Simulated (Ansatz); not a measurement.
## Geometry relaxation of Co (part 1 of 2)

Co (R-3m, 2 atoms in the cell), computed with DFT r2SCAN, scalar-relativistic, plane waves, PAW, spin-polarised (Ansatz 0.2.0).

The structure was made by swapping elements on the sites of another compound; it need not be a known phase. It belongs to a series of runs on one base structure; here: grey arsenic (A7) type (R-3m, No. 166). Figures and captions count atoms from 1; the log counts them from 0 in places.

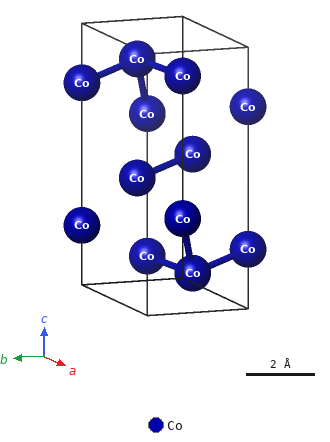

**Figure 1.** The starting structure (ball-and-stick view of the cell 3 times as large as that of the calculation, set on its symmetry axes, seen at an oblique angle). Near neighbours in the crystal (not all of them lie inside the picture): Co has 3 Co at 2.04 Å.

## Input
```yaml
crystal:
  lattice:
    - [1.5223486649, 0.8789284115, 2.82301308]
    - [-1.5223486649, 0.8789284115, 2.82301308]
    - [0.0, -1.757856823, 2.82301308]
  atoms:
    - { symbol: Co, position: [0.22754, 0.22754, 0.22754], spin: 2.09 }
    - { symbol: Co, position: [0.77246, 0.77246, 0.77246], spin: 2.09 }
basis:
  ecutwfc: 500
kpoints:
  mp_grid: { grid: [6, 6, 6] }
hamiltonian:
  xc: r2scan
scf:
  occupations: { method: gaussian, width: 0.1 }
  lower_state_search: "off"
output:
  forces: true
  stress: true
  eigenvalues: true
  populations: true
magnetization:
  spin_polarized: true
relax:
  adjacent_minimum: "off"
  f_tol: 0.04
  max_steps: 70
  cell: { stress_tol: 0.4 }
```

## The program's output
```
Engine: ansatz 0.2.0, x86_64-unknown-linux-gnu
Pseudopotentials: kind: paw
Pseudopotential: Co, paw, valence charge 17, recommended cutoff 500 eV (meta_gga), Co.paw.azcp
Functional definition: r2SCAN
  parameter k0 = 0.174
  parameter k1 = 0.065
  parameter a1 = 4.9479
  exchange = r2scan_x(k0 = k0, k1 = k1, a1 = a1)
  correlation = r2scan_c
Crystal: 2 atoms, lattice volume = 22.664 Å³
Basis set: ecut = 500 eV, 581 PW (Γ), exchange–correlation on 100×100×100 points (64 copies of the dense FFT grid, shifted against one another)
Bands: 24, of which v1, the nominal top of the filled ones, is band 17 counted from 1 (16 counted from 0)
Symmetry: 12 space group operations
Space group: R-3m (ITA 166), of the structure as read, at distance tolerance 2.8e-5 Å
Magnetic group: BNS 166.97 (UNI 1327), of the structure as read, at distance tolerance 2.8e-5 Å
k-points: 32 of 216
Non-local potential: Co, projectors of the file, l = 0: 3, l = 1: 2, l = 2: 3, l = 3: 1
PAW form: soft (Blöchl's): semilocal exchange-correlation on the pseudo side does not see the compensation charge
PAW frozen core: Co, regenerated for the run's functional (the file was generated under x = pbe(κ = 0.804, μ = 0.2195149727645171), c = pbe(β = 0.06672455060314922))
PAW one-centre angular grid: Co, 590 points (default); XC on 160 Gauss nodes
Initial density: superposition of atomic densities (chi_scale 0.1, normalization cell)
Starting moments: Σ|m| = 4.18 μB on 2 of 2 sites
Initial wavefunctions: pseudopotential atomic-orbital guess
Functional: x = r2scan, c = r2scan; τ floored in thin density (d = 2e-4 eV/Å³)
iter 1 solved again at ethr=1.99e-3 eV; its pass at ethr=3.10e-3 eV (dr2=6.76e-1 eV) is discarded
SCF iter   1: F=-10260.437452 eV  HF=-10260.287511 eV  |F-HF|=1.50e-1  |Δ(HF+E_count)|=         —  Δρ=4.36e-2 (↑4.36e-2 ↓3.57e-2)  dr2=6.80e-1  dr2_τ=1.13e-1  dr2_m=1.66e-1  M=3.623 μB ∫|m|=3.681 μB  β_m=0.30  ethr=1.99e-3  ⟨swp⟩=1.0  Hψ=8350  notcnv=0
preconditioner: auto → Kerker (q_TF=auto, 2.919 Å⁻¹)  [metal: Δε(μ)=0.025 eV  Ē_g=11.338 eV  σ=0.100 eV  W_gap=0.14  n_scr=14 (ndim 8)  ℏωp=33.1 eV  f_vac=0.000  D(μ)=1.41/eV (n_scr^D=14)]
spin=Collinear: Kerker preconditioning applied to the charge; magnetization (m = ρ↑ − ρ↓) channel mixes plain (no charge-response kernel on spin).
SCF iter   2: F=-10260.680192 eV  HF=-10260.533125 eV  |F-HF|=1.47e-1  |Δ(HF+E_count)|=   2.46e-1  Δρ=2.84e-2 (↑2.82e-2 ↓2.84e-2)  dr2=3.11e-1  dr2_τ=7.11e-3  dr2_m=1.01e-1  M=3.621 μB ∫|m|=3.732 μB  β_m=0.30  ethr=1.99e-3  ⟨swp⟩=2.4  Hψ=2378  notcnv=0  κ⁻¹=1.0e0(r=1)
SCF iter   3: F=-10260.775909 eV  HF=-10260.661459 eV  |F-HF|=1.14e-1  |Δ(HF+E_count)|=   1.28e-1  Δρ=2.41e-2 (↑1.53e-2 ↓2.41e-2)  dr2=7.61e-2  dr2_τ=4.04e-3  dr2_m=6.71e-2  M=3.621 μB ∫|m|=3.780 μB  β_m=1.00  ethr=9.15e-4  ⟨swp⟩=3.0  Hψ=3108  notcnv=0  defer=69  κ⁻¹=1.8e-2(r=2)
SCF iter   4: F=-10260.826373 eV  HF=-10260.753434 eV  |F-HF|=7.29e-2  |Δ(HF+E_count)|=   9.20e-2  Δρ=1.00e-2 (↑1.00e-2 ↓7.70e-3)  dr2=2.66e-3  dr2_τ=5.56e-4  dr2_m=1.51e-2  M=3.620 μB ∫|m|=3.899 μB  β_m=1.00  ethr=2.24e-4  ⟨swp⟩=2.1  Hψ=3258  notcnv=0  defer=87  κ⁻¹=9.0e-4(r=3)
SCF iter   5: F=-10260.836312 eV  HF=-10260.784988 eV  |F-HF|=5.13e-2  |Δ(HF+E_count)|=   3.16e-2  Δρ=5.46e-3 (↑1.68e-3 ↓5.46e-3)  dr2=3.79e-3  dr2_τ=3.78e-5  dr2_m=1.31e-3  M=3.620 μB ∫|m|=3.943 μB  β_m=1.00  ethr=7.83e-6  ⟨swp⟩=2.0  Hψ=3634  notcnv=0  defer=117  κ⁻¹=8.8e-4(r=4)
SCF iter   6: F=-10260.840730 eV  HF=-10260.810009 eV  |F-HF|=3.07e-2  |Δ(HF+E_count)|=   2.50e-2  Δρ=3.47e-3 (↑1.52e-3 ↓3.47e-3)  dr2=2.30e-3  dr2_τ=6.50e-5  dr2_m=2.66e-4  M=3.621 μB ∫|m|=3.962 μB  β_m=1.20  ethr=7.83e-6  ⟨swp⟩=2.0  Hψ=2717  notcnv=0  defer=117
Mixer restart at iter 6: flushing history
spin-set hold released at iteration 6 (site moments contracting): the magnetisation degrees of freedom join the quasi-Newton model from the next iteration; the mixer history was flushed
SCF iter   7: F=-10260.842709 eV  HF=-10260.824689 eV  |F-HF|=1.80e-2  |Δ(HF+E_count)|=   1.47e-2  Δρ=2.50e-3 (↑1.52e-3 ↓2.50e-3)  dr2=1.57e-3  dr2_τ=3.70e-5  dr2_m=6.47e-5  M=3.621 μB ∫|m|=3.974 μB  β_m=1.20  ethr=6.76e-6  ⟨swp⟩=2.1  Hψ=2302  notcnv=0  defer=117  κ⁻¹=1.0e0(r=1)
SCF iter   8: F=-10260.845547 eV  HF=-10260.845007 eV  |F-HF|=5.40e-4  |Δ(HF+E_count)|=   2.03e-2  Δρ=1.12e-3 (↑9.56e-4 ↓1.12e-3)  dr2=3.58e-4  dr2_τ=5.22e-6  dr2_m=3.50e-6  M=3.624 μB ∫|m|=3.999 μB  β_m=1.20  ethr=4.60e-6  ⟨swp⟩=2.0  Hψ=2883  notcnv=0  defer=117  κ⁻¹=3.3e-2(r=2)
SCF iter   9: F=-10260.845909 eV  HF=-10260.844772 eV  |F-HF|=1.14e-3  |Δ(HF+E_count)|=   2.35e-4  Δρ=7.08e-4 (↑7.00e-4 ↓7.08e-4)  dr2=9.74e-5  dr2_τ=2.82e-6  dr2_m=1.62e-6  M=3.627 μB ∫|m|=4.009 μB  β_m=1.20  ethr=1.05e-6  ⟨swp⟩=2.0  Hψ=2788  notcnv=0  defer=117  κ⁻¹=1.0e-2(r=3)
SCF iter  10: F=-10260.846100 eV  HF=-10260.845966 eV  |F-HF|=1.34e-4  |Δ(HF+E_count)|=   1.19e-3  Δρ=5.55e-4 (↑3.35e-4 ↓5.55e-4)  dr2=3.66e-5  dr2_τ=1.19e-6  dr2_m=4.87e-6  M=3.626 μB ∫|m|=4.005 μB  β_m=1.20  ethr=2.86e-7  ⟨swp⟩=2.0  Hψ=2547  notcnv=0  defer=117  κ⁻¹=7.1e-3(r=4)
SCF iter  11: F=-10260.846089 eV  HF=-10260.845902 eV  |F-HF|=1.87e-4  |Δ(HF+E_count)|=   6.41e-5  Δρ=3.26e-4 (↑2.44e-4 ↓3.26e-4)  dr2=1.87e-5  dr2_τ=5.02e-7  dr2_m=7.55e-7  M=3.625 μB ∫|m|=4.001 μB  β_m=1.20  ethr=1.08e-7  ⟨swp⟩=2.0  Hψ=2523  notcnv=0  defer=117  κ⁻¹=1.4e-3(r=5)
SCF iter  12: F=-10260.846110 eV  HF=-10260.845944 eV  |F-HF|=1.67e-4  |Δ(HF+E_count)|=   4.12e-5  Δρ=2.76e-4 (↑2.08e-4 ↓2.76e-4)  dr2=1.22e-5  dr2_τ=3.31e-7  dr2_m=5.74e-7  M=3.625 μB ∫|m|=4.002 μB  β_m=1.20  ethr=5.51e-8  ⟨swp⟩=1.6  Hψ=1639  notcnv=0  defer=117  κ⁻¹=6.4e-4(r=6)
SCF iter  13: F=-10260.846194 eV  HF=-10260.846165 eV  |F-HF|=2.87e-5  |Δ(HF+E_count)|=   2.21e-4  Δρ=1.23e-4 (↑1.14e-4 ↓1.23e-4)  dr2=2.06e-6  dr2_τ=8.56e-8  dr2_m=5.66e-7  M=3.626 μB ∫|m|=4.006 μB  β_m=1.20  ethr=3.58e-8  ⟨swp⟩=2.5  Hψ=2646  notcnv=0  defer=117  κ⁻¹=6.1e-5(r=7)
SCF iter  14: F=-10260.846197 eV  HF=-10260.846157 eV  |F-HF|=3.99e-5  |Δ(HF+E_count)|=   7.88e-6  Δρ=9.92e-5 (↑7.34e-5 ↓9.92e-5)  dr2=1.45e-6  dr2_τ=6.75e-8  dr2_m=7.97e-8  M=3.626 μB ∫|m|=4.006 μB  β_m=1.20  ethr=6.07e-9  ⟨swp⟩=2.0  Hψ=2512  notcnv=0  defer=117  κ⁻¹=6.0e-5(r=8)
SCF iter  15: F=-10260.846202 eV  HF=-10260.846198 eV  |F-HF|=4.22e-6  |Δ(HF+E_count)|=   4.11e-5  Δρ=5.48e-5 (↑4.37e-5 ↓5.48e-5)  dr2=5.26e-7  dr2_τ=9.48e-9  dr2_m=4.31e-8  M=3.626 μB ∫|m|=4.005 μB  β_m=1.20  ethr=4.28e-9  ⟨swp⟩=2.0  Hψ=2513  notcnv=0  defer=117  κ⁻¹=3.6e-5(r=8)
SCF iter  16: F=-10260.846204 eV  HF=-10260.846203 eV  |F-HF|=8.92e-7  |Δ(HF+E_count)|=   4.95e-6  Δρ=3.54e-5 (↑2.72e-5 ↓3.54e-5)  dr2=2.60e-7  dr2_τ=6.35e-9  dr2_m=1.18e-8  M=3.626 μB ∫|m|=4.005 μB  β_m=1.20  ethr=1.55e-9  ⟨swp⟩=2.1  Hψ=2518  notcnv=0  defer=117  κ⁻¹=1.4e-4(r=8)
SCF iter  17: F=-10260.846204 eV  HF=-10260.846204 eV  |F-HF|=6.76e-8  |Δ(HF+E_count)|=   1.34e-6  Δρ=1.41e-5 (↑1.29e-5 ↓1.41e-5)  dr2=6.28e-8  dr2_τ=1.55e-9  dr2_m=7.07e-9  M=3.626 μB ∫|m|=4.005 μB  ethr=2.94e-10  ⟨swp⟩=7.4  Hψ=7026  notcnv=0
SCF 1 converged in 17 iterations: F = -10260.846204 eV  dr2 = 6.28e-8
  greatest PAW one-centre occupation: 1.005 electrons in one spin orbital (limit 2), on the Co atom at site 1 (counted from 0), in its partial waves of l = 1
relax step   1: F+E_penalty+E_count = -10260.84620443 eV  Δ(F+E_penalty+E_count) = +0.000e0 eV  max|allowed force component| = 3.887e0 eV/Å  Δτ_max = 0.0000 Å  P = +33.704 GPa  Ω = 22.664 Å³  (17 SCF iters, dr2 threshold 1.00e-7 eV, accepted)
Crystal: 2 atoms, lattice volume = 24.771 Å³
Basis set: ecut = 500 eV, 617 PW (Γ), exchange–correlation on 100×100×100 points (64 copies of the dense FFT grid, shifted against one another)
Initial density: handed on by an earlier stage of this run
Starting moments: Σ|m| = 4.18 μB on 2 of 2 sites; this step starts from the density that it was given
Initial wavefunctions: those handed on with the density
iter 1 solved again at ethr=4.71e-4 eV; its pass at ethr=3.10e-3 eV (dr2=1.60e-1 eV) is discarded
SCF iter   1: F=-10261.324308 eV  HF=-10260.759259 eV  |F-HF|=5.65e-1  |Δ(HF+E_count)|=         —  Δρ=2.10e-2 (↑1.99e-2 ↓2.10e-2)  dr2=1.59e-1  dr2_τ=6.65e-1  dr2_m=6.21e-2  M=3.758 μB ∫|m|=4.188 μB  β_m=1.20  ethr=4.71e-4  ⟨swp⟩=1.0  Hψ=9804  notcnv=0
preconditioner: auto → Kerker (q_TF=auto, 2.876 Å⁻¹)  [metal: Δε(μ)=0.069 eV  Ē_g=10.418 eV  σ=0.100 eV  W_gap=0.36  n_scr=14 (ndim 8)  ℏωp=31.7 eV  f_vac=0.000  D(μ)=1.74/eV (n_scr^D=14)]
spin=Collinear: Kerker preconditioning applied to the charge; magnetization (m = ρ↑ − ρ↓) channel mixes plain (no charge-response kernel on spin).
SCF iter   2: F=-10261.441831 eV  HF=-10261.458280 eV  |F-HF|=1.64e-2  |Δ(HF+E_count)|=   6.99e-1  Δρ=1.27e-2 (↑9.78e-3 ↓1.27e-2)  dr2=7.24e-2  dr2_τ=1.68e-3  dr2_m=1.65e-3  M=3.829 μB ∫|m|=4.226 μB  β_m=1.20  ethr=4.68e-4  ⟨swp⟩=2.5  Hψ=3365  notcnv=0  κ⁻¹=1.0e0(r=1)
SCF iter   3: F=-10261.468589 eV  HF=-10261.465020 eV  |F-HF|=3.57e-3  |Δ(HF+E_count)|=   6.74e-3  Δρ=6.47e-3 (↑6.10e-3 ↓6.47e-3)  dr2=2.92e-2  dr2_τ=6.69e-4  dr2_m=4.07e-5  M=3.824 μB ∫|m|=4.225 μB  β_m=1.20  ethr=2.13e-4  ⟨swp⟩=2.1  Hψ=2625  notcnv=0  defer=73  κ⁻¹=1.3e-2(r=2)
SCF iter   4: F=-10261.476717 eV  HF=-10261.476571 eV  |F-HF|=1.46e-4  |Δ(HF+E_count)|=   1.16e-2  Δρ=3.56e-3 (↑2.85e-3 ↓3.56e-3)  dr2=9.42e-3  dr2_τ=7.19e-5  dr2_m=2.54e-4  M=3.826 μB ∫|m|=4.236 μB  β_m=1.20  ethr=8.59e-5  ⟨swp⟩=2.3  Hψ=2534  notcnv=0  defer=73  κ⁻¹=2.7e-3(r=3)
SCF iter   5: F=-10261.479365 eV  HF=-10261.479431 eV  |F-HF|=6.56e-5  |Δ(HF+E_count)|=   2.86e-3  Δρ=1.65e-3 (↑1.57e-3 ↓1.65e-3)  dr2=2.37e-3  dr2_τ=4.46e-5  dr2_m=9.34e-6  M=3.833 μB ∫|m|=4.249 μB  β_m=1.20  ethr=2.77e-5  ⟨swp⟩=2.3  Hψ=2253  notcnv=0  defer=73  κ⁻¹=9.2e-4(r=4)
SCF iter   6: F=-10261.480208 eV  HF=-10261.479429 eV  |F-HF|=7.79e-4  |Δ(HF+E_count)|=   1.87e-6  Δρ=1.18e-3 (↑1.16e-3 ↓1.18e-3)  dr2=3.87e-4  dr2_τ=1.73e-5  dr2_m=5.77e-7  M=3.840 μB ∫|m|=4.257 μB  β_m=1.20  ethr=6.98e-6  ⟨swp⟩=2.4  Hψ=2458  notcnv=0  defer=73  κ⁻¹=1.6e-4(r=5)
SCF iter   7: F=-10261.480380 eV  HF=-10261.480069 eV  |F-HF|=3.12e-4  |Δ(HF+E_count)|=   6.40e-4  Δρ=8.78e-4 (↑6.46e-4 ↓8.78e-4)  dr2=1.70e-4  dr2_τ=5.65e-6  dr2_m=6.85e-6  M=3.838 μB ∫|m|=4.256 μB  β_m=1.20  ethr=1.14e-6  ⟨swp⟩=2.0  Hψ=2534  notcnv=0  defer=73  κ⁻¹=4.7e-5(r=6)
SCF iter   8: F=-10261.480413 eV  HF=-10261.480438 eV  |F-HF|=2.51e-5  |Δ(HF+E_count)|=   3.70e-4  Δρ=3.55e-4 (↑2.98e-4 ↓3.55e-4)  dr2=6.21e-5  dr2_τ=3.81e-7  dr2_m=5.18e-7  M=3.835 μB ∫|m|=4.253 μB  β_m=1.20  ethr=5.01e-7  ⟨swp⟩=2.0  Hψ=2519  notcnv=0  defer=73  κ⁻¹=2.4e-6(r=7)
SCF iter   9: F=-10261.480426 eV  HF=-10261.480429 eV  |F-HF|=2.55e-6  |Δ(HF+E_count)|=   9.23e-6  Δρ=2.10e-4 (↑1.80e-4 ↓2.10e-4)  dr2=2.20e-5  dr2_τ=1.99e-7  dr2_m=1.79e-7  M=3.835 μB ∫|m|=4.253 μB  β_m=1.20  ethr=1.83e-7  ⟨swp⟩=1.5  Hψ=1503  notcnv=0  defer=74  κ⁻¹=1.4e-6(r=8)
SCF iter  10: F=-10261.480440 eV  HF=-10261.480437 eV  |F-HF|=2.80e-6  |Δ(HF+E_count)|=   8.42e-6  Δρ=1.52e-4 (↑1.35e-4 ↓1.52e-4)  dr2=9.05e-6  dr2_τ=1.12e-7  dr2_m=5.57e-8  M=3.835 μB ∫|m|=4.253 μB  β_m=1.20  ethr=6.47e-8  ⟨swp⟩=2.0  Hψ=2519  notcnv=0  defer=74  κ⁻¹=9.9e-6(r=8)
SCF iter  11: F=-10261.480441 eV  HF=-10261.480440 eV  |F-HF|=1.18e-6  |Δ(HF+E_count)|=   2.49e-6  Δρ=1.05e-4 (↑8.73e-5 ↓1.05e-4)  dr2=4.41e-6  dr2_τ=4.15e-8  dr2_m=3.73e-8  M=3.835 μB ∫|m|=4.253 μB  β_m=1.20  ethr=2.66e-8  ⟨swp⟩=1.0  Hψ=1427  notcnv=0  defer=74  κ⁻¹=1.3e-5(r=8)
SCF iter  12: F=-10261.480442 eV  HF=-10261.480442 eV  |F-HF|=2.27e-7  |Δ(HF+E_count)|=   2.04e-6  Δρ=4.29e-5 (↑3.04e-5 ↓4.29e-5)  dr2=8.37e-7  dr2_τ=6.02e-9  dr2_m=2.27e-8  M=3.835 μB ∫|m|=4.253 μB  β_m=1.20  ethr=1.30e-8  ⟨swp⟩=2.2  Hψ=2159  notcnv=0  defer=74  κ⁻¹=4.1e-6(r=8)
SCF iter  13: F=-10261.480442 eV  HF=-10261.480441 eV  |F-HF|=3.60e-7  |Δ(HF+E_count)|=   4.01e-7  Δρ=3.00e-5 (↑2.70e-5 ↓3.00e-5)  dr2=2.19e-7  dr2_τ=9.29e-9  dr2_m=2.23e-9  M=3.835 μB ∫|m|=4.253 μB  β_m=1.20  ethr=2.46e-9  ⟨swp⟩=2.0  Hψ=2381  notcnv=0  defer=74  κ⁻¹=1.2e-5(r=8)
SCF iter  14: F=-10261.480442 eV  HF=-10261.480442 eV  |F-HF|=5.64e-8  |Δ(HF+E_count)|=   3.55e-7  Δρ=1.54e-5 (↑1.26e-5 ↓1.54e-5)  dr2=7.44e-8  dr2_τ=1.16e-9  dr2_m=8.29e-10  M=3.835 μB ∫|m|=4.253 μB  ethr=5.88e-10  ⟨swp⟩=8.4  Hψ=6756  notcnv=0
SCF 2 converged in 14 iterations: F = -10261.480442 eV  dr2 = 7.44e-8
relax step   2: F+E_penalty+E_count = -10261.48044180 eV  Δ(F+E_penalty+E_count) = -6.342e-1 eV  max|allowed force component| = 1.958e0 eV/Å  Δτ_max = 0.0624 Å  P = +5.739 GPa  Ω = 24.771 Å³  energy of the carried Pulay correction = -2.420e-3 eV  (14 SCF iters, dr2 threshold 2.00e-7 eV, accepted)
[... from here on the SCF iterations and repeated set-up lines of each step are left out, up to the last step ...]
SCF 3 converged in 13 iterations: F = -10261.786677 eV  dr2 = 6.83e-8
relax step   3: F+E_penalty+E_count = -10261.78667668 eV  Δ(F+E_penalty+E_count) = -3.062e-1 eV  max|allowed force component| = 7.024e-1 eV/Å  Δτ_max = 0.0690 Å  P = -2.579 GPa  Ω = 25.236 Å³  energy of the carried Pulay correction = -2.926e-3 eV  (13 SCF iters, dr2 threshold 2.00e-7 eV, accepted)
SCF 4 converged in 12 iterations: F = -10262.028017 eV  dr2 = 4.47e-8
relax step   4: F+E_penalty+E_count = -10262.02801708 eV  Δ(F+E_penalty+E_count) = -2.413e-1 eV  max|allowed force component| = 9.824e-2 eV/Å  Δτ_max = 0.0504 Å  P = -5.386 GPa  Ω = 24.977 Å³  energy of the carried Pulay correction = -2.646e-3 eV  (12 SCF iters, dr2 threshold 2.00e-7 eV, accepted)
SCF 5 converged in 12 iterations: F = -10262.247106 eV  dr2 = 6.99e-8
relax step   5: F+E_penalty+E_count = -10262.24710601 eV  Δ(F+E_penalty+E_count) = -2.191e-1 eV  max|allowed force component| = 4.642e-1 eV/Å  Δτ_max = 0.0344 Å  P = -4.631 GPa  Ω = 24.223 Å³  energy of the carried Pulay correction = -1.812e-3 eV  (12 SCF iters, dr2 threshold 2.00e-7 eV, accepted)
SCF 6 converged in 11 iterations: F = -10262.464500 eV  dr2 = 5.32e-8
relax step   6: F+E_penalty+E_count = -10262.46449995 eV  Δ(F+E_penalty+E_count) = -2.174e-1 eV  max|allowed force component| = 5.718e-1 eV/Å  Δτ_max = 0.0015 Å  P = -5.119 GPa  Ω = 23.355 Å³  energy of the carried Pulay correction = -8.191e-4 eV  (11 SCF iters, dr2 threshold 2.00e-7 eV, accepted)
SCF 7 converged in 15 iterations: F = -10262.670394 eV  dr2 = 9.80e-9
relax step   7: F+E_penalty+E_count = -10262.67039374 eV  Δ(F+E_penalty+E_count) = -2.059e-1 eV  max|allowed force component| = 4.468e-1 eV/Å  Δτ_max = 0.0132 Å  P = +4.551 GPa  Ω = 21.511 Å³  energy of the carried Pulay correction = +1.422e-3 eV  (15 SCF iters, dr2 threshold 2.00e-7 eV, accepted)
SCF 8 converged in 15 iterations: F = -10262.796835 eV  dr2 = 8.79e-10
relax step   8: F+E_penalty+E_count = -10262.79683549 eV  Δ(F+E_penalty+E_count) = -1.264e-1 eV  max|allowed force component| = 4.922e-1 eV/Å  Δτ_max = 0.0262 Å  P = -1.019 GPa  Ω = 21.124 Å³  energy of the carried Pulay correction = +1.916e-3 eV  (15 SCF iters, dr2 threshold 2.00e-7 eV, accepted)
SCF 9 converged in 13 iterations: F = -10262.786075 eV  dr2 = 6.25e-10
```
